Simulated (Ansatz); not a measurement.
# Hf: 7 runs along one coordinate

System: Hf (P6/mmm, 3 atoms in the cell).
Method: DFT, LDA (PW92), plane waves (420 eV) with PAW, scalar-relativistic, no spin polarisation (Ansatz 0.2.0).

The 7 runs differ only in the geometry, by an even scaling of the cell at fixed fractional positions.

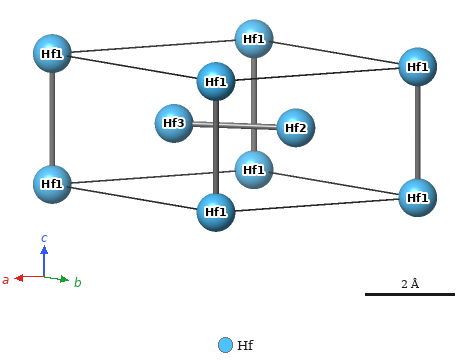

Figure 1. The structure of run 4 (ball-and-stick view of the cell of the calculation, seen at an oblique angle; atoms are numbered from 1 in the order of the input).

**Input of run 4**
```yaml
crystal:
  lattice:
    - [4.8579761663, 0.0, 0.0]
    - [-2.4289880831, 4.207130771, 0.0]
    - [0.0, 0.0, 3.0278803973]
  atoms:
    - { symbol: Hf, position: [1.0, 1.0, 1.0] }
    - { symbol: Hf, position: [0.3333333333, 0.6666666667, 0.5] }
    - { symbol: Hf, position: [0.6666666667, 0.3333333333, 0.5] }
hamiltonian:
  xc: lda
  pseudopotentials:
    kind: paw
    azcp:
      Hf: "pseudopotentials/Hf.paw.azcp"
basis:
  ecutwfc: 420
  fft_grid_basis: typed
kpoints:
  mp_grid: { grid: [9, 9, 12], shift: [0, 0, 0] }
magnetization:
  spin_polarized: false
scf:
  occupations: { method: fermi_dirac, width: 0.1 }
  lower_state_search: "off"
output:
  stress: true
```

Lattice vectors (Å) and fractional positions of run 4:
```
   4.857976    0.000000    0.000000
  -2.428988    4.207131    0.000000
   0.000000    0.000000    3.027880
Hf  1.000000  1.000000  1.000000
Hf  0.333333  0.666667  0.500000
Hf  0.666667  0.333333  0.500000
```

Run 5 differs from it as follows:
```diff
-    - [4.8579761663, 0.0, 0.0]
-    - [-2.4289880831, 4.207130771, 0.0]
-    - [0.0, 0.0, 3.0278803973]
+    - [4.9219042364, 0.0, 0.0]
+    - [-2.4609521182, 4.2624941038, 0.0]
+    - [0.0, 0.0, 3.0677254982]
```

**Results, with one run withheld**

| run | volume per atom (Å³) | free energy per atom, from the lowest run given (meV) | pressure (GPa) |
| --- | --- | --- | --- |
| 1 | 18.153 | 137.32 | 19.60 |
| 2 | 18.978 | 57.08 | 11.81 |
| 3 | 19.803 | 13.40 | 5.36 |
| 4 | 20.628 | 0.00 | 0.01 |
| 5 | 21.453 | ? | ? |
| 6 | 22.278 | 44.40 | −8.13 |
| 7 | 23.103 | 94.43 | −11.20 |

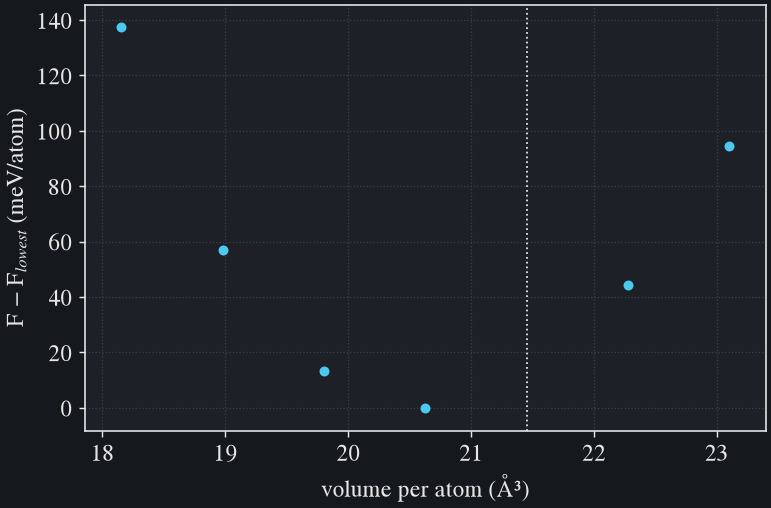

Figure 2. Free energy per atom of the runs given; the dotted line marks run 5.

Fit the runs given and predict run 5.

A cubic polynomial in V^(−2/3) (the Birch–Murnaghan form), fitted to the 6 runs given, misses them by at most 0.01 meV per atom. With x = V^(−2/3) − 0.13408 Å⁻², it reads F = 1.2872 + 2258 x + 9.9246e+05 x² − 1.3841e+06 x³ (meV per atom). At run 5 it gives 11.75 meV per atom, and the run itself gives 11.75. The slope of the fit gives a pressure −dF/dV of −4.43 GPa there, and the run prints −4.44 GPa. The fit has its minimum at 20.630 Å³ per atom, where V d²F/dV² gives 122 GPa. Cell shape and fractional positions are held, so this is the stiffness under even scaling; the relaxed bulk modulus wasn't computed.

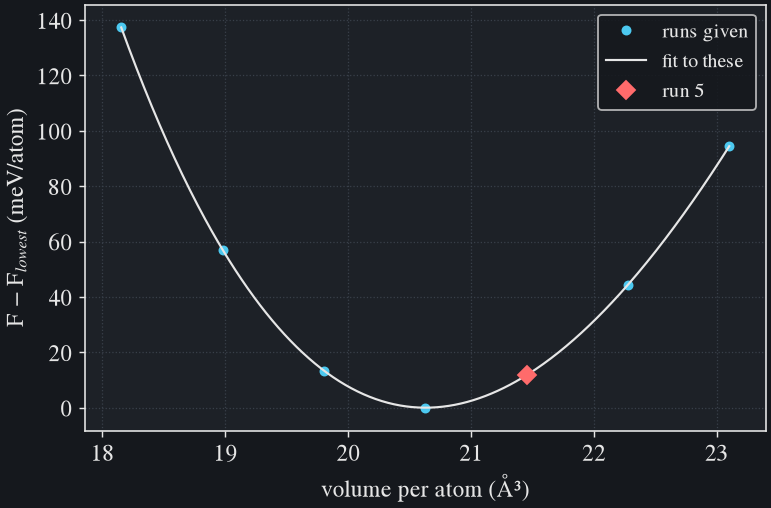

Figure 3. The fit and the withheld run.

**Output, shortened to warnings, some set-up lines, iterations and results (run 5)**
```
Warning: [file] the record states the generating functional pbe (its physics header spells it `PBE`), which answers neither for hamiltonian.xc's functional nor for the lda family's — results may be inconsistent (PPs are generated against a specific XC)
Basis set: ecut = 420 eV, 1253 PW (Γ)
Symmetry: 24 space group operations
k-points: 84 of 972
Initial density: superposition of atomic densities (neutral atoms: chi_scale 0, normalization atom), corrected by the library's trained network
[...]
SCF iter   1: F=—  HF=-46430.555133 eV  |F-HF|=—  |Δ(HF+E_count)|=         —  Δρ=1.29e-2  dr2=3.02e-1  ethr=1.77e-3  ⟨swp⟩=4.8  Hψ=11718  notcnv=0
SCF iter   2: F=—  HF=-46430.512963 eV  |F-HF|=—  |Δ(HF+E_count)|=   4.22e-2  Δρ=5.17e-3  dr2=3.32e-2  ethr=3.87e-4  ⟨swp⟩=1.4  Hψ=4692  notcnv=0
SCF iter   3: F=—  HF=-46430.507223 eV  |F-HF|=—  |Δ(HF+E_count)|=   5.74e-3  Δρ=1.98e-3  dr2=4.14e-3  ethr=4.26e-5  ⟨swp⟩=2.0  Hψ=6057  notcnv=0
SCF iter   4: F=—  HF=-46430.505213 eV  |F-HF|=—  |Δ(HF+E_count)|=   2.01e-3  Δρ=1.10e-3  dr2=1.12e-3  ethr=5.31e-6  ⟨swp⟩=2.0  Hψ=6897  notcnv=0
SCF iter   5: F=—  HF=-46430.505169 eV  |F-HF|=—  |Δ(HF+E_count)|=   4.37e-5  Δρ=4.07e-4  dr2=9.39e-5  ethr=1.43e-6  ⟨swp⟩=2.0  Hψ=7237  notcnv=0
SCF iter   6: F=—  HF=-46430.505143 eV  |F-HF|=—  |Δ(HF+E_count)|=   2.61e-5  Δρ=1.37e-4  dr2=1.20e-5  ethr=1.20e-7  ⟨swp⟩=2.0  Hψ=7233  notcnv=0
SCF iter   7: F=—  HF=-46430.505122 eV  |F-HF|=—  |Δ(HF+E_count)|=   2.11e-5  Δρ=9.24e-5  dr2=4.18e-6  ethr=1.54e-8  ⟨swp⟩=3.0  Hψ=7808  notcnv=0
SCF iter   8: F=—  HF=-46430.505121 eV  |F-HF|=—  |Δ(HF+E_count)|=   6.12e-7  Δρ=2.71e-5  dr2=8.40e-7  ethr=5.36e-9  ⟨swp⟩=2.0  Hψ=6770  notcnv=0
SCF iter   9: F=-46430.505121 eV  HF=-46430.505121 eV  |F-HF|=6.55e-8  |Δ(HF+E_count)|=   6.46e-7  Δρ=8.51e-6  dr2=5.85e-8  ethr=1.28e-10  ⟨swp⟩=4.4  Hψ=19213  notcnv=0
SCF 1 converged in 9 iterations: F = -46430.505121 eV  dr2 = 5.85e-8
SCF converged after 9 iterations
Free energy (F): -46430.505121 eV
Harris-Foulkes:  -46430.505121 eV  (|F-HF|=6.55e-8)
Internal energy: -46430.419439 eV  (E = F + TS)
E sigma→0 (E₀):  -46430.462280 eV
Entropy (-TS):   -0.085682 eV (-28.561 meV/atom)
Fermi energy:    20.285810 eV
--- Per-component energies (eV) ---
  E_band       = 155.022752
  E_kinetic    = 1278.948378
  E_local      = -14971.227335  (includes V_loc(G=0)·N_el)
  E_nonlocal   = -3698.268721
  E_hartree    = 7053.670667
  E_xc         = -894.124406
  E_vxc        = -801.502294  (∫ρ·V_xc dr)
  E_paw        = -20058.412182  (= ΣΔE_a)
  E_vpaw       = 4239.726738  (= ΣTr[D̂ρ^β])
  E_aug_tail   = -0.000004  (compensation charges beyond the density's cutoff)
  E_ewald      = -15148.377564
  E_core_change = 7.371728  (= ΣΔE_core)
  E_smearing   = -0.085682  (= −TS)
  E_closure    = 0.000000  (closes the sum)
  Σ components = -46430.505121   (vs F -46430.505121, Δ=0.00e0)
--- Stress (GPa, compression-positive) ---
       -4.449437       0.000000       0.000000
        0.000000      -4.449437       0.000000
        0.000000       0.000000      -4.407400
  P = ⅓ Tr σ = -4.4354 GPa (-44.354 kbar)
```

The program warns: the PAW datasets were made with another functional. Spin–orbit coupling is left out, which matters for Hf.
